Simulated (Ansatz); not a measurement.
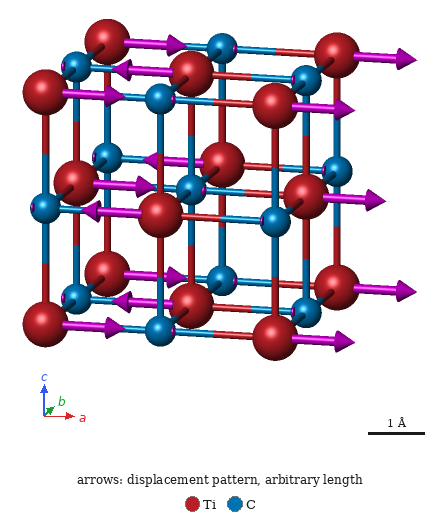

One vibrational mode of solid TiC at the zone centre of a doubled cell. The purple arrows give the relative displacements of the atoms. A ball-and-stick model of the conventional cell (2 times the calculation's cell), seen slightly off an axis. Lengths and directions refer to the drawn axes.

These are results of Ansatz 0.2.0, DFT PBEsol, scalar-relativistic, plane waves, PAW, not measurements.

Input file:
```yaml
crystal:
  lattice:
    - [0.0, -2.1466854843, -2.1466854843]
    - [0.0, 2.1466854843, -2.1466854843]
    - [4.2933709686, 0.0, 0.0]
  atoms:
    - { symbol: Ti, position: [0.5, 0.5, 0.5] }
    - { symbol: Ti, position: [0.0, 0.0, 0.0] }
    - { symbol: C, position: [0.5, 0.5, 0.0] }
    - { symbol: C, position: [0.0, 0.0, 0.5] }
basis:
  ecutwfc: 420
kpoints:
  mp_grid: { grid: [20, 20, 14] }
hamiltonian:
  xc: pbesol
scf:
  occupations: { method: gaussian, width: 0.15 }
output:
  eigenvalues: true
phonons:
  method: fd
  supercell: [1, 1, 1]
  amplitude: 0.02
  eigenvectors: true
  dielectric: false
```

Run as
```bash
ansatz run input.yaml --threads 2 --pin off --max-ram 5120MiB --backend cpu --events-out ev --progress --plain --runs-dir out
```

Q: What mode is this, and where does it lie in the spectrum?

A: This is a non-degenerate mode at 11.0 THz, level 2 of 5, counted from below (the three translations aside). All motion is along a; atoms of one kind move against one another, with no net shift of any sublattice; it stretches the shortest C–Ti bonds (2.15 Å). It changes sign from one half of the doubled cell to the other: it belongs to the zone boundary, q = (0, 1/2, 1/2) in the reciprocal vectors of the undoubled cell.
